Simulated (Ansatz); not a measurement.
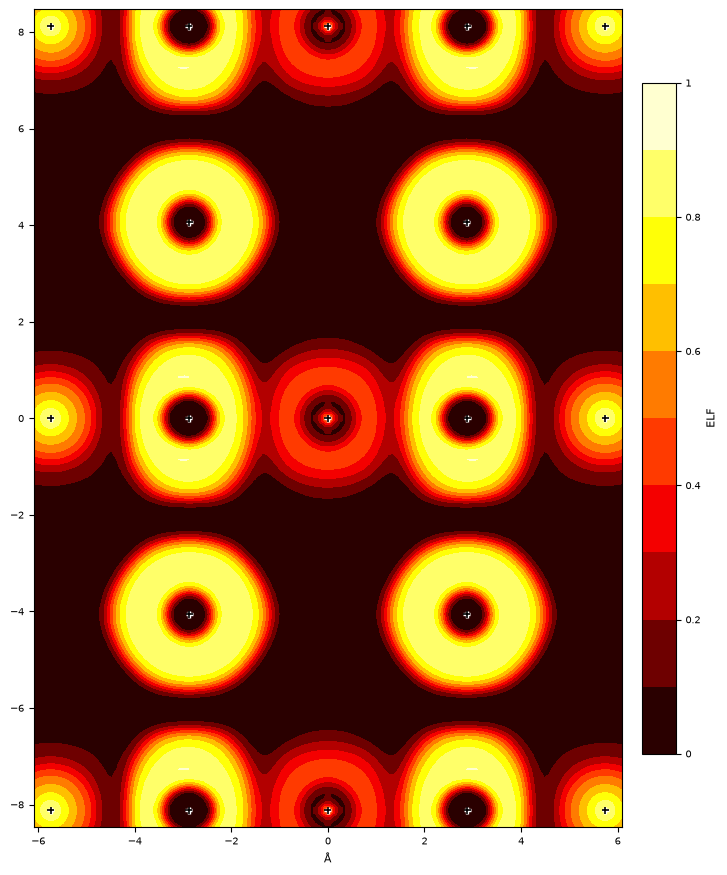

The ELF on a plane through atoms (crosses mark nuclei in the plane).

These are results of Kohn-Sham DFT of a periodic cell, PBE, Ansatz PAW in Ansatz 0.2.0, not measurements.

Candidates:
A. Cs2AgBiBr6, a = 11.48 Å, b = 11.48 Å, c = 11.48 Å, α = 90.00°, β = 90.00°, γ = 90.00°. Space group Fm-3m.
B. HfO2, a = 3.59 Å, b = 3.59 Å, c = 5.17 Å, α = 90.00°, β = 90.00°, γ = 90.00°. Space group P4₂/nmc; a structure from a database of computed crystals, not necessarily the ambient phase; computed pressure about 4 GPa in this cell.

Which candidate gave the map?

Candidate A: Cs2AgBiBr6 on the (110) plane of the conventional cell, which holds Bi, Cs, Ag and Br. Ag–Br (2.86 Å): the ELF is about 0.20 at the midpoint. Bi–Br (2.89 Å): the ELF is about 0.35 at the midpoint.
